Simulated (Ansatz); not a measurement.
```yaml
crystal:
  lattice:
    - [7.63395, 0.00000, 0.00000]
    - [0.00000, 10.78156, 0.00000]
    - [0.00000, 0.00000, 13.44095]
  atoms:
    - { symbol: Sn, position: [0.50000, 0.03466, 0.30982] }
    - { symbol: Sn, position: [0.00000, 0.53466, 0.80982] }
    - { symbol: Sn, position: [0.00000, 0.03466, 0.19018] }
    - { symbol: Sn, position: [0.50000, 0.53466, 0.69018] }
    - { symbol: Sn, position: [0.00000, 0.46534, 0.19018] }
    - { symbol: Sn, position: [0.50000, 0.96534, 0.69018] }
    - { symbol: Sn, position: [0.50000, 0.46534, 0.30982] }
    - { symbol: Sn, position: [0.00000, 0.96534, 0.80982] }
    - { symbol: Se, position: [0.50000, 0.25000, 0.39415] }
    - { symbol: Se, position: [0.00000, 0.75000, 0.89415] }
    - { symbol: Se, position: [0.00000, 0.25000, 0.10585] }
    - { symbol: Se, position: [0.50000, 0.75000, 0.60585] }
    - { symbol: Se, position: [0.25000, 0.89927, 0.25000] }
    - { symbol: Se, position: [0.75000, 0.39927, 0.75000] }
    - { symbol: Se, position: [0.25000, 0.10073, 0.75000] }
    - { symbol: Se, position: [0.75000, 0.60073, 0.25000] }
    - { symbol: Se, position: [0.25000, 0.60073, 0.25000] }
    - { symbol: Se, position: [0.75000, 0.10073, 0.75000] }
    - { symbol: Se, position: [0.25000, 0.39927, 0.75000] }
    - { symbol: Se, position: [0.75000, 0.89927, 0.25000] }
    - { symbol: Se, position: [0.00000, 0.50000, 0.00000] }
    - { symbol: Se, position: [0.50000, 0.00000, 0.50000] }
    - { symbol: Se, position: [0.00000, 0.00000, 0.00000] }
    - { symbol: Se, position: [0.50000, 0.50000, 0.50000] }
```

Space group Imma.

All numbers below come from Ansatz, DFT LDA, scalar-relativistic, plane waves, PAW.

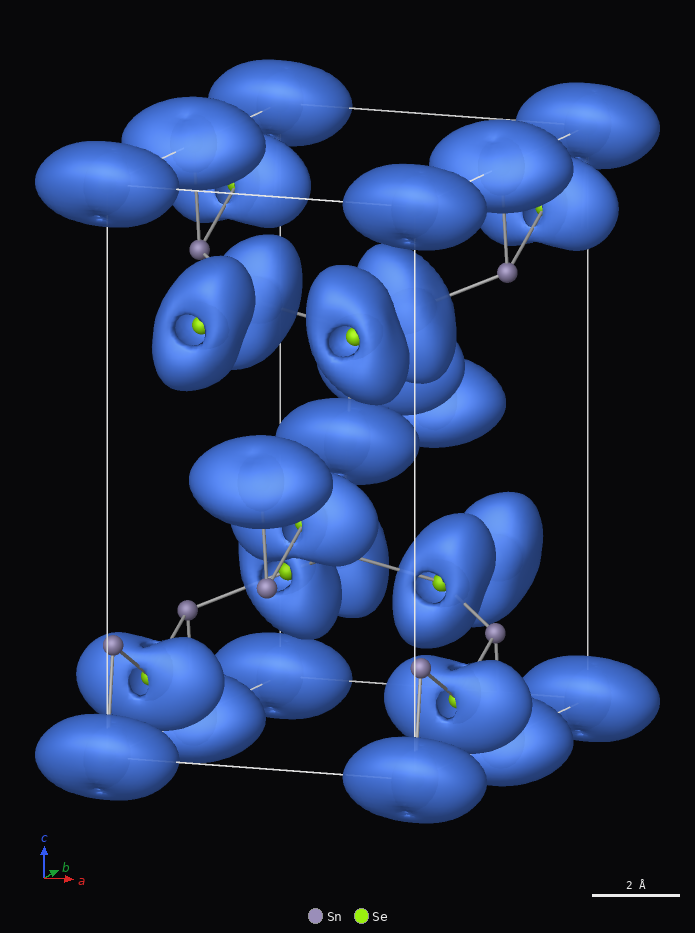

SnSe₂. Isosurface of the ELF at 0.7 (blue), seen slightly off an axis. Only the valence region is drawn (cores and ρ < 0.01 e/Å³ removed). Sticks mark near contacts.

In a PAW calculation such maps are meaningful between the atoms, not at the nuclei.

Where are the electrons localised?

Answer. The surface consists of 16 regions wrapped around Se (the valence shell of each), counted in one cell of 24 atoms. Any copies at cell faces, edges or corners count once. Profiles from the grid: Sn–Se (2.53 Å): the ELF is about 0.55 at the midpoint. Sn–Se (2.58 Å): the ELF is about 0.45 at the midpoint.

Does the calculation give a band gap?

Answer. It is gapless in this calculation (a metal or semimetal).
